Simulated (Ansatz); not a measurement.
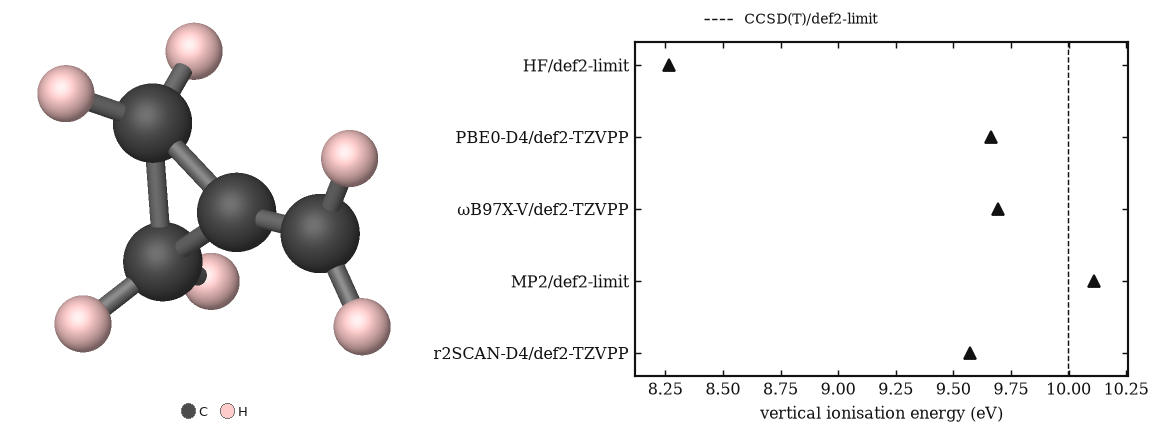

Vertical ionisation energy of C₄H₆, SMILES C=C1CC1, taken as the energy of the cation less that of the neutral at fixed geometry (unrestricted doublet cation, cores frozen in correlated methods, no spin-orbit coupling), the Ansatz code, at a PBE0-D4/def2-TZVP geometry (a minimum by its frequencies). Limit means an estimate of the basis limit from triple and quadruple zeta; for coupled cluster it is either extrapolated directly or built as the MP2 limit plus the step from MP2 in triple zeta.

What range do the values span, the line included?

From 8.27 eV (HF/def2-limit) to 10.11 eV (MP2/def2-limit).

Give the values.

```csv
level,eV,less CCSD(T)/def2-limit
HF/def2-limit,8.27,−1.73
PBE0-D4/def2-TZVPP,9.66,−0.33
ωB97X-V/def2-TZVPP,9.69,−0.30
MP2/def2-limit,10.11,0.12
r2SCAN-D4/def2-TZVPP,9.57,−0.42
CCSD(T)/def2-limit,10.00,0.00
```
